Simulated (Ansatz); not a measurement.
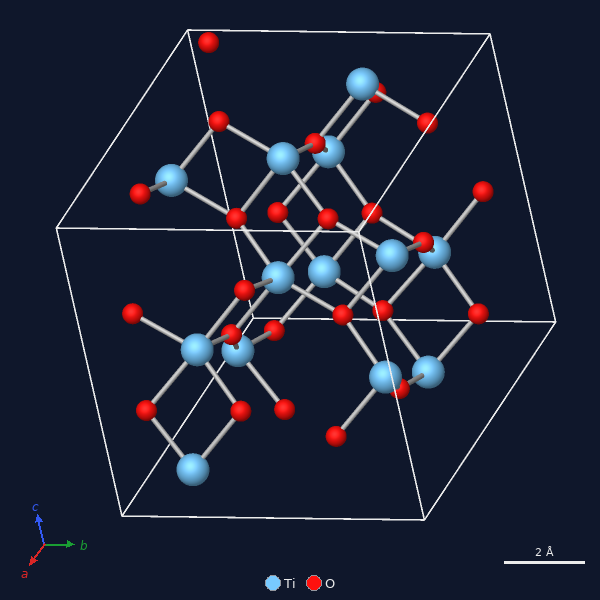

Structure drawing (ball-and-stick), viewed from a general direction. Atoms at the boundary of the supercell (the box) are drawn once for each face, edge or corner they touch. The host is TiO₂, in a cell of 30 sites, and the cell is neutral.

Q: Which defect is modelled here, and what are its neighbours?

A: An oxygen vacancy. Around the empty site lie three Ti and two O at about 2.1 to 2.3 Å.

Theory: DFT PBEsol, scalar-relativistic, plane waves, PAW in Ansatz 0.2.0. Numerical settings: plane-wave cutoff 420 eV, k-point mesh 2×2×2, Gaussian smearing of 0.02 eV, collinear spins.

Q: Is a magnetic moment found?

A: Yes, 0.5 μB in the cell.

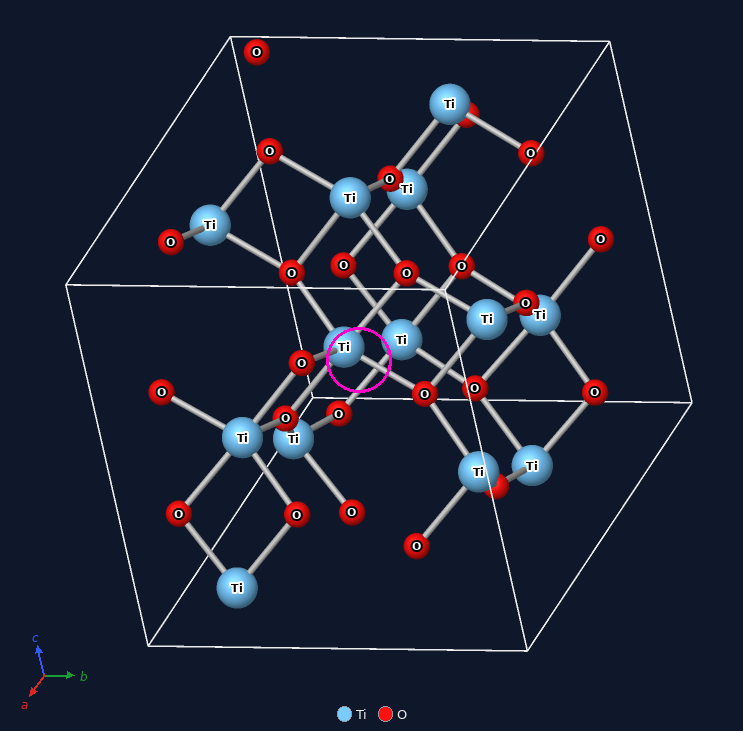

The same cell with a ring at the defect's site.

The atoms were relaxed in the host's cell with DFT PBEsol, scalar-relativistic, plane waves, PAW (Ansatz 0.2.0).
